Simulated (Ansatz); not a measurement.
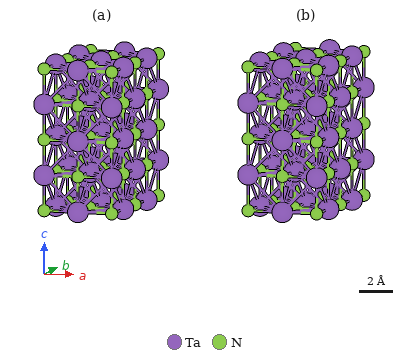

The structure of solid TaN (set up in Fm-3m) (coarse preliminary run) before (left) and after (right) a relaxation, at one scale.

Style: ball-and-stick. Shown: the conventional cell (4 times the calculation's cell), repeated 1 × 2 × 2 with one cell outlined, slightly off an axis. Lengths and directions refer to the drawn axes.

Computed with DFT PBE, scalar-relativistic, plane waves, PAW in Ansatz 0.2.0. Set-up: plane-wave cutoff 420 eV; k-point mesh 8 × 8 × 8; occupations gaussian; smearing width 0.1 eV; no spin polarisation; cell and atoms relaxed; force threshold 0.05 eV/Å; at most 80 steps.

### Describe what moved and what it gained.

The atoms keep their places relative to the cell (all moves are under 0.005 Å). Cell: a = b = c 4.358 → 4.418 Å (+1.4 %). Volume +4.2 %. Near-neighbour distances that change, for instance: Ta–Ta 3.082 → 3.124 Å, N–Ta 2.179 → 2.209 Å. The space group stays Fm-3m (No. 225). After 2 accepted moves (3 points after the start) the energy has fallen by 19.2 meV per atom. All forces vanish by symmetry, so only the cell relaxes. Pressure: 14.74 GPa at the start and −0.06 GPa at the end. The SCF was repeated once at an unchanged geometry on a basis and grid sized afresh for the cell, which shifted the energy by 1.8 meV per atom at most. Cost: 1.8 s on 2 threads of Intel(R) Xeon(R) Platinum 8375C CPU @ 2.90GHz (Ice Lake), with other jobs on the host, peak memory 0.36 GiB.
